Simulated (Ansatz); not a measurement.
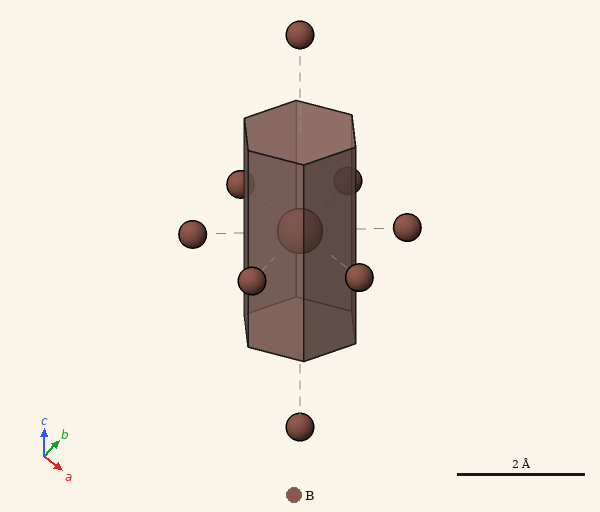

Voronoi–Dirichlet polyhedron, computed geometrically; every face belongs to one neighbour and no atomic radii are used. Central atom: B (1a) in B; faces take the colour of the neighbour behind them. The structure is a calculation's input; it may be strained or unrelaxed.

B, space group P6/mmm (No. 191), a = 1.702 Å, b = 1.702 Å, c = 3.635 Å, α = 90.00°, β = 90.00°, γ = 120.00°

| site | Wyckoff | x | y | z |
| --- | --- | --- | --- | --- |
| B | 1a | 0.0000 | 0.0000 | 0.0000 |

**How many faces does the cell have, and of which kinds?**

8 faces, index ⟨0,6,0,2⟩: a hexagonal prism.

**What is the volume of this Voronoi cell?**

9.1 Å³, equal to the mean volume per atom.

**Which neighbours share a face with the central atom?**

8 B (100 % of the solid angle).
